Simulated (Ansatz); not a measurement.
System: Mg₂Si, space group Fm-3m (No. 225).

Starting cell:
```cif
data_structure
_symmetry_space_group_name_H-M 'P 1'
_symmetry_Int_Tables_number 1
_cell_length_a 4.5184
_cell_length_b 4.5184
_cell_length_c 4.5184
_cell_angle_alpha 60.000
_cell_angle_beta 60.000
_cell_angle_gamma 60.000
_cell_volume 65.23
loop_
_atom_site_label
_atom_site_type_symbol
_atom_site_fract_x
_atom_site_fract_y
_atom_site_fract_z
_atom_site_occupancy
Mg1 Mg 0.25000 0.25000 0.25000 1
Mg2 Mg 0.75000 0.75000 0.75000 1
Si1 Si 0.00000 0.00000 0.00000 1
```

Input of one of the runs behind the figure:
```
crystal:
  lattice:
    - [0.0, 3.2056146959, 3.2056146959]
    - [3.2056146959, 0.0, 3.2056146959]
    - [3.2056146959, 3.2056146959, 0.0]
  atoms:
    - { symbol: Mg, position: [0.25, 0.25, 0.25] }
    - { symbol: Mg, position: [0.75, 0.75, 0.75] }
    - { symbol: Si, position: [0.0, 0.0, 0.0] }
kpoints:
  mp_grid: { grid: [9, 9, 9] }
scf:
  occupations: { method: fermi_dirac, width: 0.05 }
hamiltonian:
  xc: pbe
  pseudopotentials: { kind: all_electron, datasets: crystal }
output:
  forces: true
  stress: true
  eigenvalues: true
  efg: { contact_densities: true }
```

Run as:
```bash
ansatz run input.yaml --threads 1 --pin off --max-ram 4096MiB --backend cpu --events-out ev --progress --plain --runs-dir out
```

Method: periodic Kohn-Sham DFT of a crystal at fixed atoms, scaled to the stated factor times the given cell; pressure positive in compression (Ansatz 0.2.0). Level: PBE.

- method: all-electron PAW
- relativity: scalar
- k mesh: 9×9×9
- occupations: Fermi–Dirac
- smearing width: 0.05 eV
- nucleus: Gaussian

V(given) is 21.74 Å³/atom.

Describe the result: the pressure against V/V(given). The V/V(given) takes the values 0.94, 0.98, 1.01, 1.04.

The pressure falls from 2.947 GPa at V/V(given) 0.94 to −2.514 GPa at 1.04, and changes sign near 0.99.

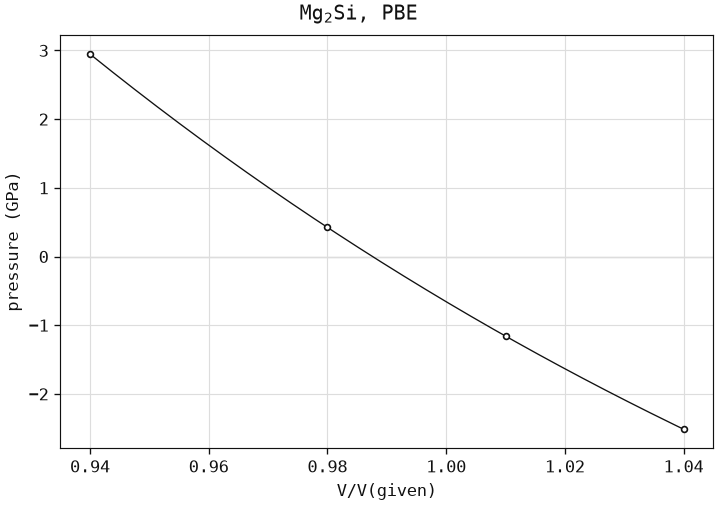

Keep in mind: small gap, it may come from the mesh.
